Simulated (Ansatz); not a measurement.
# Ga$_{3}$As$_{2}$P: what the fields show

```
Ga P As
1.0
     3.99198    0.00000    0.00000
    -1.99599    3.45716    0.00000
     0.00000    0.00000   19.75186
Ga P As
6 2 4
Direct
  0.66667 0.33333 0.16671
  0.66667 0.33333 0.49672
  0.66667 0.33333 0.83668
  0.33333 0.66667 0.99672
  0.33333 0.66667 0.33668
  0.33333 0.66667 0.66671
  0.66667 0.33333 0.95812
  0.33333 0.66667 0.45812
  0.66667 0.33333 0.29273
  0.66667 0.33333 0.62304
  0.33333 0.66667 0.12304
  0.33333 0.66667 0.79273
```

Space group P6₃mc; a structure generated by program, which may or may not match a known phase.

The calculation used Ansatz, DFT PBE, scalar-relativistic, plane waves, PAW.

Core electrons are frozen (PAW), and the valence fields are smoothed inside the atomic spheres.

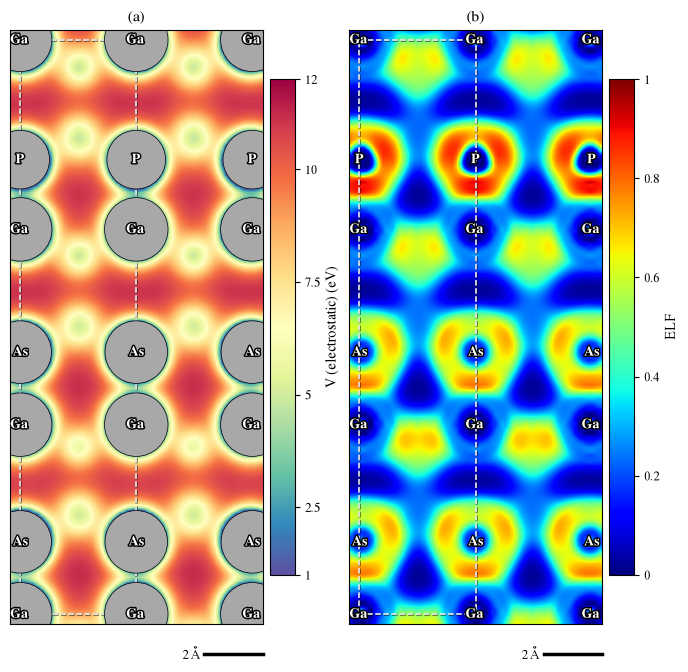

Figure 1. (a) electrostatic potential energy of an electron; (b) electron localisation function on the (100) plane of the conventional cell. Grey discs cover the atomic cores in the potential map.

Read the bonding off the picture.

- The plane passes through Ga, P and As nuclei.
- Ga–P (2.40 Å): the ELF peaks at about 0.90 in the valence shell of P, 0.7 Å from its nucleus, and is about 0.75 at the midpoint.
- Ga–As (2.49 Å): the ELF peaks at about 0.80 between the atoms (localised, covalent bonding).
- Outside the cores the potential energy rises away from the atoms and is highest about 2.3 Å from the nearest atoms; its zero is arbitrary.

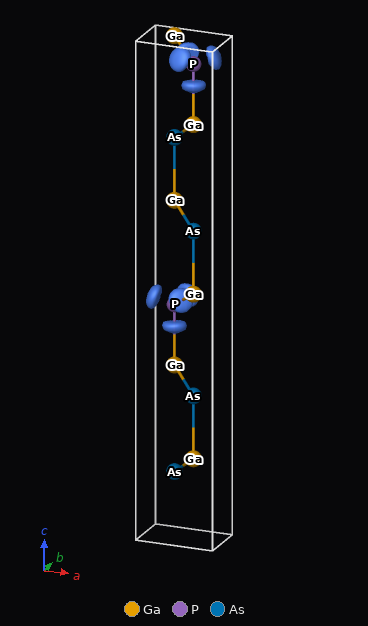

Figure 2. Isosurface of the electron localisation function at 0.85 (blue), seen slightly off an axis. Only the valence region is drawn (cores and ρ < 0.01 e/Å³ removed). Sticks mark near contacts.

What do the ELF domains correspond to?

The surface consists of eight lobes of the valence shell of P pointing towards Ga (polar bonds), counted in one cell of 12 atoms. Regions shared between cells count once. Along the contacts the grid gives the following. Ga–As (2.46 Å): the ELF peaks at about 0.80 between the atoms; a covalent bond.

Does the calculation make it a metal, or give it a gap?

It is gapped, with a Kohn–Sham gap of 0.53 eV on the k-point mesh (the band edges may lie off the mesh, which would make the gap smaller).
